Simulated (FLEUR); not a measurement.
```xyz
12
Lattice="5.4060 0.0000 0.0000 0.0000 5.4060 0.0000 0.0000 0.0000 5.4060" Properties=species:S:1:pos:R:3 pbc="T T T"
Ni    0.0000    0.0000    0.0000
Ni    2.7030    2.7030    0.0000
Ni    2.7030    0.0000    2.7030
Ni    0.0000    2.7030    2.7030
Si    4.0545    1.3515    1.3515
Si    1.3515    4.0545    1.3515
Si    1.3515    1.3515    4.0545
Si    4.0545    4.0545    4.0545
Si    1.3515    1.3515    1.3515
Si    4.0545    4.0545    1.3515
Si    4.0545    1.3515    4.0545
Si    1.3515    4.0545    4.0545
```

Space group Fm-3m; spin-polarised.

Computed with Kohn-Sham DFT of a periodic cell, PBE, all-electron in FLEUR MaX-R8.1 (later development tree).

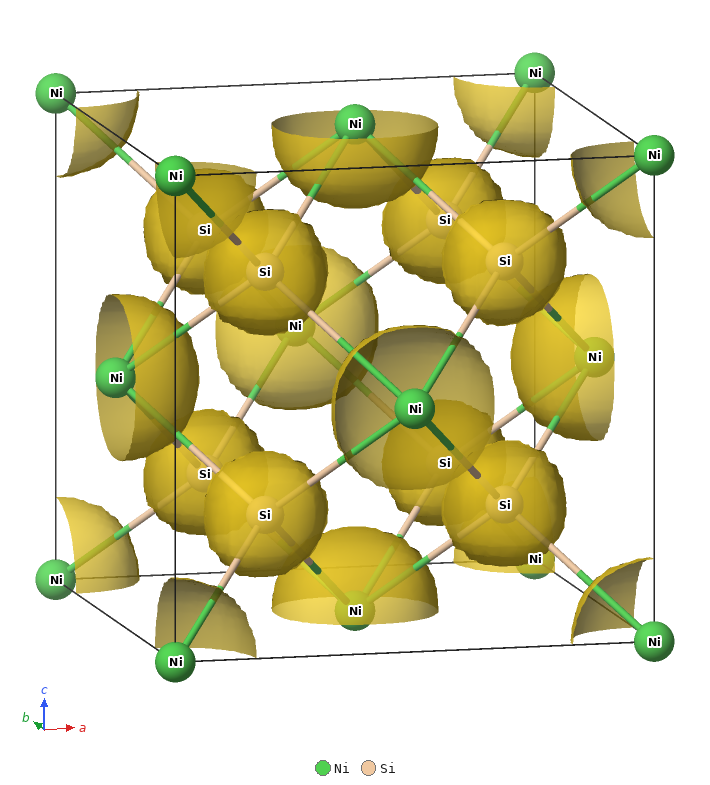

Si2Ni. Isosurface of the total electron density at 0.6 e/Å³ (yellow), seen slightly off an axis. Sticks mark near contacts.

Which contacts does the surface bridge?

At this value the density breaks into separate islands. It bridges none of the near contacts. It is pinched off along the shortest Si–Ni (2.34 Å) contacts. On the grid the lowest density along these lines, outside the cores, is 0.47 e/Å³ (Si–Ni, 2.34 Å).
